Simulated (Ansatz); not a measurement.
System: Ga₃N₄, space group P-43m (No. 215), 7 atoms in the cell.

```cif
data_structure
_symmetry_space_group_name_H-M 'P 1'
_symmetry_Int_Tables_number 1
_cell_length_a 4.5707
_cell_length_b 4.5707
_cell_length_c 4.5707
_cell_angle_alpha 90.000
_cell_angle_beta 90.000
_cell_angle_gamma 90.000
_cell_volume 95.49
loop_
_atom_site_label
_atom_site_type_symbol
_atom_site_fract_x
_atom_site_fract_y
_atom_site_fract_z
_atom_site_occupancy
Ga1 Ga 0.00000 0.00000 0.50000 1
Ga2 Ga 0.50000 0.00000 0.00000 1
Ga3 Ga 0.00000 0.50000 0.00000 1
N1 N 0.23023 0.76977 0.23023 1
N2 N 0.76977 0.23023 0.23023 1
N3 N 0.23023 0.23023 0.76977 1
N4 N 0.76977 0.76977 0.76977 1
```

Ansatz 0.2.0; DFT PBE, scalar-relativistic, plane waves, PAW, no spin polarisation, 8×8×8 k mesh, 420 eV cutoff, Gaussian smearing of 0.1 eV.

What will the band structure and density of states look like? The path is Γ–X–M–Γ–R–X|R–M.

A metal: bands cross the Fermi level along this path. At M the nearest levels lie 0.71 eV below and 0.05 eV above the Fermi level. The density of states at the Fermi level isn't well fixed here: it changes fast, and within 0.3 eV it runs from 0.85 to 18 per eV and cell. The tallest peak in the window is at 0.1 eV; by projected weight it is N almost alone.

The structure is an invented one, so it need not be a known or stable phase. The electron count is odd and the run has no spin polarisation, so a magnetic state may lie lower.

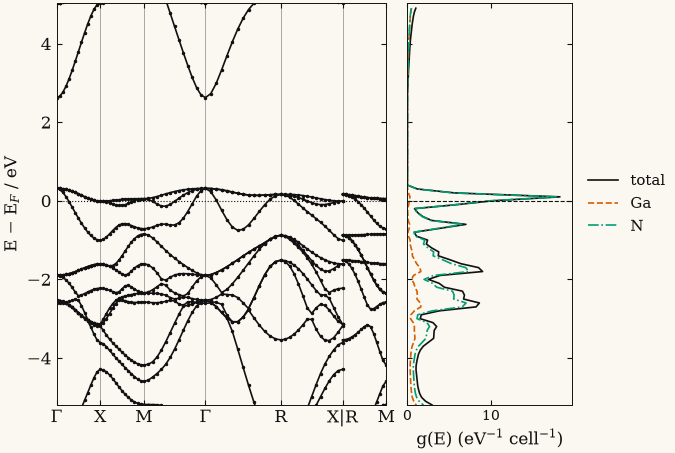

Band structure and density of states. Energies are counted from the Fermi level. The partial curves are projected on Löwdin-orthogonalised atomic shells.
